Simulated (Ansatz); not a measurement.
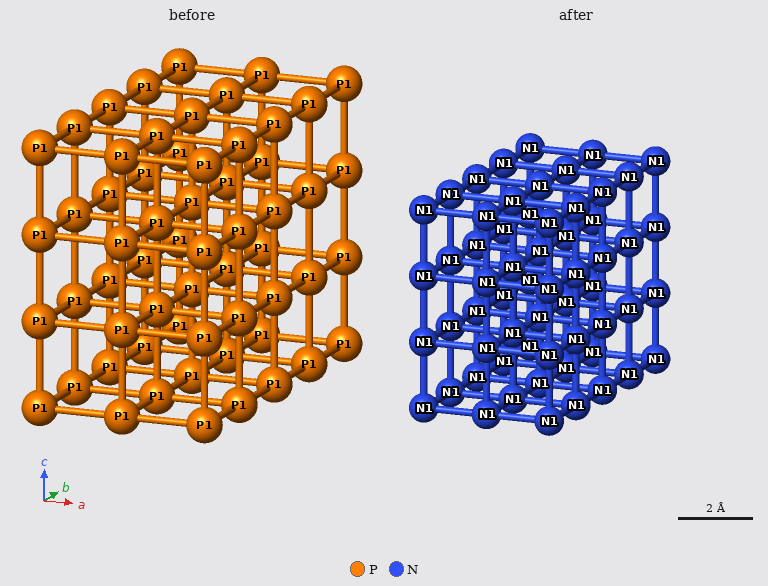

Left: crystalline P (set up in Pm-3m). Right: the same structure after one change, at the same scale. The picture is a ball-and-stick view of the cell of the calculation, repeated 2 × 4 × 3 with one cell outlined, seen slightly off an axis.

All numbers below come from DFT r2SCAN, scalar-relativistic, plane waves, PAW (Ansatz). Settings: plane-wave cutoff 500 eV; occupations gaussian; smearing width 0.1 eV; no spin polarisation. The k-mesh is chosen for each cell (18×18×18, 22×22×22).

### What was changed?

Every phosphorus atom is replaced by nitrogen, which gives N. Cell and atoms are relaxed again (to zero pressure within 0.1 GPa, forces under 0.01 eV/Å).

### And its effect?

The volume per atom goes from 14.48 to 6.39 Å³. The volume changes by −55.9 %, with a = b = c 2.437 → 1.856 Å (−23.9 %). The space group stays Pm-3m (No. 221).
